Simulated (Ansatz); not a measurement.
**Two runs on AlRu**

System: AlRu (2 atoms in the cell).
Method of run A: DFT PBE, scalar-relativistic, plane waves, PAW, no spin polarisation (Ansatz 0.2.0).

The structure derives from an entry of the Crystallography Open Database. Text and figures count atoms from 1; the logs count them from 0 in places.

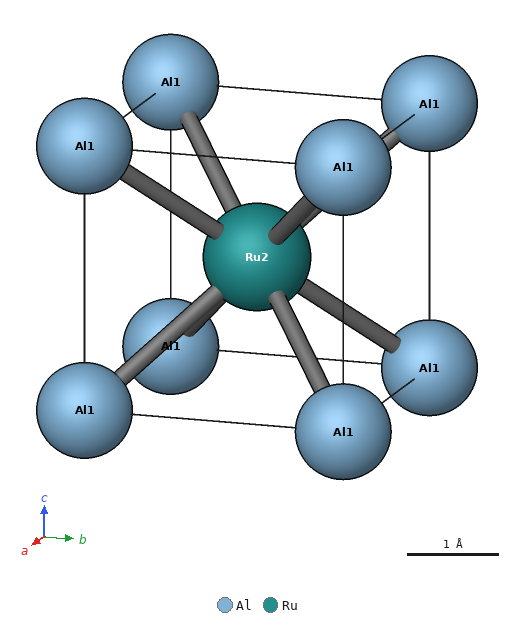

**Figure 1.** The structure (ball-and-stick view of the cell of the calculation, seen slightly off an axis; atoms are numbered from 1 in the order of the input). An atom can appear more than once, as a periodic image. Near neighbours in the periodic cell (some may lie outside the picture): Al has 8 Ru at 2.60 Å; Ru has 8 Al at 2.60 Å.

Input file, run A:
```yaml
crystal:
  lattice:
    - [3.0040847246, 0.0, 0.0]
    - [0.0, 3.0040847246, 0.0]
    - [0.0, 0.0, 3.0040847246]
  atoms:
    - { symbol: Al, position: [0.0, 0.0, 0.0] }
    - { symbol: Ru, position: [0.5, 0.5, 0.5] }
basis:
  ecutwfc: 420
kpoints:
  mp_grid: { grid: [12, 12, 12] }
hamiltonian:
  xc: pbe
scf:
  occupations: { method: gaussian, width: 0.1 }
output:
  forces: true
  stress: true
  eigenvalues: true
```

Command:
```bash
ansatz run input.yaml --threads 2 --pin off --max-ram 5120MiB --backend cpu --events-out ev --progress --plain --runs-dir out
```

Hardware: 2 threads of Intel Xeon @ 2.50GHz (Skylake/Cascade Lake), 32 GiB of memory available, shared host.

Output, shortened to warnings, some set-up lines, iterations and results (run A):
```
Basis set: ecut = 420 eV, 515 PW (Γ), exchange–correlation on 48×48×48 points (8 copies of the dense FFT grid, shifted against one another)
Symmetry: 48 space group operations
k-points: 84 of 1728
Initial density: superposition of atomic densities (neutral atoms: chi_scale 0, normalization atom), corrected by the library's trained network
[...]
SCF iter   1: F=—  HF=-6417.478398 eV  |F-HF|=—  |Δ(HF+E_count)|=         —  Δρ=4.19e-3  dr2=4.11e-3  ethr=1.77e-3  ⟨swp⟩=5.0  Hψ=6149  notcnv=0
SCF iter   2: F=—  HF=-6417.477824 eV  |F-HF|=—  |Δ(HF+E_count)|=   5.74e-4  Δρ=2.44e-3  dr2=1.63e-3  ethr=2.16e-5  ⟨swp⟩=2.0  Hψ=1959  notcnv=0
SCF iter   3: F=—  HF=-6417.477521 eV  |F-HF|=—  |Δ(HF+E_count)|=   3.03e-4  Δρ=2.86e-4  dr2=1.75e-5  ethr=8.60e-6  ⟨swp⟩=2.0  Hψ=1426  notcnv=0
SCF iter   4: F=—  HF=-6417.477501 eV  |F-HF|=—  |Δ(HF+E_count)|=   2.07e-5  Δρ=8.76e-5  dr2=1.06e-6  ethr=9.20e-8  ⟨swp⟩=2.1  Hψ=1525  notcnv=0
SCF iter   5: F=-6417.477501 eV  HF=-6417.477501 eV  |F-HF|=3.70e-9  |Δ(HF+E_count)|=   6.08e-9  Δρ=1.14e-5  dr2=1.06e-8  ethr=5.59e-9  ⟨swp⟩=2.4  Hψ=1935  notcnv=0
SCF iter   6: F=-6417.477501 eV  HF=-6417.477501 eV  |F-HF|=8.37e-11  |Δ(HF+E_count)|=  2.68e-10  Δρ=2.00e-6  dr2=2.44e-10  ethr=5.60e-11  ⟨swp⟩=2.9  Hψ=3758  notcnv=0
SCF 1 converged in 6 iterations: F = -6417.477501 eV  dr2 = 2.44e-10
SCF converged after 6 iterations
Free energy (F): -6417.477501 eV
Harris-Foulkes:  -6417.477501 eV  (|F-HF|=8.37e-11)
Internal energy: -6417.470180 eV  (E = F + TS)
E sigma→0 (E₀):  -6417.473840 eV
Entropy (-TS):   -0.007320 eV (-3.660 meV/atom)
Fermi energy:    15.862164 eV
--- Per-component energies (eV) ---
  E_band       = -124.013366
  E_kinetic    = 542.588679
  E_local      = -1809.901241  (includes V_loc(G=0)·N_el)
  E_nonlocal   = 354.522565
  E_hartree    = 642.994307
  E_xc         = -231.985318
  E_vxc        = -270.407172  (∫ρ·V_xc dr)
  E_paw        = -3929.155547  (= ΣΔE_a)
  E_vpaw       = -226.804319  (= ΣTr[D̂ρ^β])
  E_aug_tail   = -0.000169  (compensation charges beyond the density's cutoff)
  E_ewald      = -1986.533455
  E_smearing   = -0.007320  (= −TS)
  E_closure    = 0.000000  (closes the sum)
  Σ components = -6417.477501   (vs F -6417.477501, Δ=0.00e0)
--- Forces (eV/Å), atoms counted from 1 ---
  atom   1  Al    -0.00000000     0.00000000    -0.00000000
  atom   2  Ru     0.00000000     0.00000000     0.00000000
  max |Σ_I F_I| component: 3.95e-29 eV/Å
--- Stress (GPa, compression-positive) ---
       -0.150449      -0.000000       0.000000
        0.000000      -0.150449      -0.000000
        0.000000       0.000000      -0.150449
  P = ⅓ Tr σ = -0.1504 GPa (-1.504 kbar)
```

For run B the input was changed thus:
```diff
-    - [3.0040847246, 0.0, 0.0]
-    - [0.0, 3.0040847246, 0.0]
-    - [0.0, 0.0, 3.0040847246]
+    - [2.9916, 0.0, 0.0]
+    - [0.0, 2.9916, 0.0]
+    - [0.0, 0.0, 2.9916]
-  mp_grid: { grid: [12, 12, 12] }
+  mp_grid: { grid: [6, 6, 6] }
```

Predict how the results change.

With the same functional and potentials, run B lies 5.1 meV per atom higher (other lines of the input change too). The pressure goes from −0.15 to 2.51 GPa. The volume per atom goes from 13.56 to 13.39 Å³. The number of SCF iterations is the same. The irreducible k-points go from 84 to 20. The plane waves at Γ go from 515 to 485.

Output, shortened to warnings, some set-up lines, iterations and results (run B):
```
Basis set: ecut = 420 eV, 485 PW (Γ), exchange–correlation on 40×40×40 points (8 copies of the dense FFT grid, shifted against one another)
Symmetry: 48 space group operations
k-points: 20 of 216
Initial density: superposition of atomic densities (neutral atoms: chi_scale 0, normalization atom), corrected by the library's trained network
[...]
SCF iter   1: F=—  HF=-6417.469533 eV  |F-HF|=—  |Δ(HF+E_count)|=         —  Δρ=1.07e-2  dr2=9.74e-3  ethr=1.77e-3  ⟨swp⟩=5.0  Hψ=1493  notcnv=0
SCF iter   2: F=—  HF=-6417.468024 eV  |F-HF|=—  |Δ(HF+E_count)|=   1.51e-3  Δρ=5.69e-3  dr2=3.05e-3  ethr=5.13e-5  ⟨swp⟩=1.9  Hψ=457  notcnv=0
SCF iter   3: F=—  HF=-6417.467406 eV  |F-HF|=—  |Δ(HF+E_count)|=   6.18e-4  Δρ=3.19e-4  dr2=1.02e-5  ethr=1.60e-5  ⟨swp⟩=1.6  Hψ=329  notcnv=0
SCF iter   4: F=—  HF=-6417.467314 eV  |F-HF|=—  |Δ(HF+E_count)|=   9.18e-5  Δρ=9.63e-5  dr2=2.27e-6  ethr=5.35e-8  ⟨swp⟩=2.0  Hψ=425  notcnv=0
SCF iter   5: F=-6417.467314 eV  HF=-6417.467314 eV  |F-HF|=8.69e-10  |Δ(HF+E_count)|=   4.45e-7  Δρ=8.29e-6  dr2=5.03e-9  ethr=1.19e-8  ⟨swp⟩=2.5  Hψ=401  notcnv=0
SCF iter   6: F=-6417.467314 eV  HF=-6417.467314 eV  |F-HF|=1.56e-10  |Δ(HF+E_count)|=   1.81e-9  Δρ=1.78e-6  dr2=3.22e-10  ethr=2.65e-11  ⟨swp⟩=2.5  Hψ=913  notcnv=0
SCF 1 converged in 6 iterations: F = -6417.467314 eV  dr2 = 3.22e-10
SCF converged after 6 iterations
Free energy (F): -6417.467314 eV
Harris-Foulkes:  -6417.467314 eV  (|F-HF|=1.56e-10)
Internal energy: -6417.454182 eV  (E = F + TS)
E sigma→0 (E₀):  -6417.460748 eV
Entropy (-TS):   -0.013131 eV (-6.566 meV/atom)
Fermi energy:    15.986173 eV
--- Per-component energies (eV) ---
  E_band       = -119.949699
  E_kinetic    = 543.131500
  E_local      = -1797.720472  (includes V_loc(G=0)·N_el)
  E_nonlocal   = 354.540037
  E_hartree    = 638.837782
  E_xc         = -232.243982
  E_vxc        = -270.753294  (∫ρ·V_xc dr)
  E_paw        = -3929.175098  (= ΣΔE_a)
  E_vpaw       = -226.822172  (= ΣTr[D̂ρ^β])
  E_aug_tail   = -0.000173  (compensation charges beyond the density's cutoff)
  E_ewald      = -1994.823776
  E_smearing   = -0.013131  (= −TS)
  E_closure    = 0.000000  (closes the sum)
  Σ components = -6417.467314   (vs F -6417.467314, Δ=0.00e0)
--- Forces (eV/Å), atoms counted from 1 ---
  atom   1  Al    -0.00000000     0.00000000     0.00000000
  atom   2  Ru    -0.00000000     0.00000000     0.00000000
  max |Σ_I F_I| component: 8.91e-30 eV/Å
--- Stress (GPa, compression-positive) ---
        2.508481       0.000000       0.000000
       -0.000000       2.508481       0.000000
        0.000000       0.000000       2.508481
  P = ⅓ Tr σ = 2.5085 GPa (25.085 kbar)
```

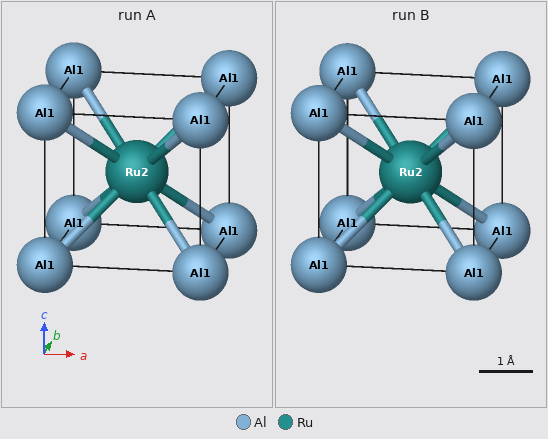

**Figure 2.** The two input geometries at one scale (ball-and-stick view of the cell of the calculation, seen slightly off an axis). The atoms keep their places relative to the cell (all moves are under 0.005 Å). The volume changes by −1.2 %, with a = b = c 3.004 → 2.992 Å (−0.4 %). Among the contacts that change: Al1–Ru2 2.602 → 2.591 Å.

The two runs side by side:

| quantity | run A | run B |
| --- | --- | --- |
| outcome | converged | converged |
| free energy per atom (eV) | −3208.7388 | −3208.7337 |
| energy per atom, smearing taken to zero (eV) | −3208.7369 | −3208.7304 |
| gap on the mesh (eV) | 0.00 | 0.00 |
| pressure (GPa) | −0.15 | 2.51 |
| volume per atom (Å³) | 13.56 | 13.39 |
| largest force (eV/Å) | 0.000 | 0.000 |
| SCF iterations | 6 | 6 |
| irreducible k-points | 84 | 20 |
| plane waves at Γ | 515 | 485 |
